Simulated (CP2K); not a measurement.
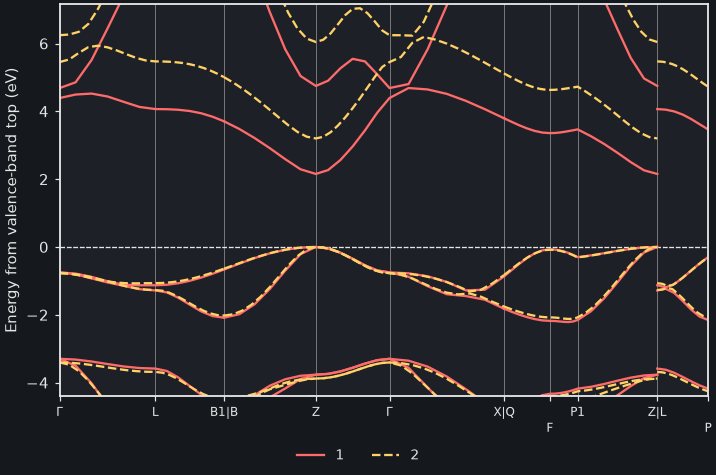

Band structures of MgO₂, space group R-3m (No. 166), 3 atoms in the primitive cell (a = 3.210 Å, c = 10.482 Å (hexagonal axes)), by two methods on the same cell. Each is counted from its own valence-band top.

Which curve is which? The methods: TB-mBJ, LDA.

1 is LDA; 2 is TB-mBJ. LDA gives a gap of 2.15 eV along the path and TB-mBJ gives a gap of 3.20 eV along the path.

Settings. LDA: GTH_POTENTIALS Mg GTH-PADE-q10, O GTH-PADE-q6; TZVP-MOLOPT-PBE-GTH basis, no spin polarisation, no spin-orbit coupling, 10×10×10 k mesh, Fermi-Dirac smearing of 0.05 eV (CP2K 2026.2). TB-mBJ: POTENTIAL_UZH Mg GTH-PBE-q10, O GTH-PBE-q6; TZVP-MOLOPT-PBE-GTH basis, no spin polarisation, no spin-orbit coupling, 10×10×10 k mesh, Fermi-Dirac smearing of 0.05 eV (CP2K 2026.2).

In reduced coordinates of the cell that was run, L is (0.5, 0, 0), B1 is (0.5, 0.214, −0.214), B is (0.786, 0.5, 0.214), Z is (0.5, 0.5, 0.5), X is (0.357, 0, −0.357), Q is (0.643, 0.357, 0), F is (0.5, 0.5, 0), P1 is (0.643, 0.643, 0.214) and P is (0.786, 0.357, 0.357). Bands are joined in order of energy. The basis of atomic orbitals isn't converged, which shifts gaps and empty levels. The cell comes from a database of computed structures, and whether it is the stable form of this composition wasn't checked. TB-mBJ: this is a model potential without an energy functional, so only levels have meaning. TB-mBJ: the potentials were made for another functional. TB-mBJ: with pseudopotentials the parameter c of TB-mBJ lacks the core density, which can leave the gap too small. LDA, GGA and most meta-GGA functionals understate gaps. The cell is at −7 GPa in LDA.
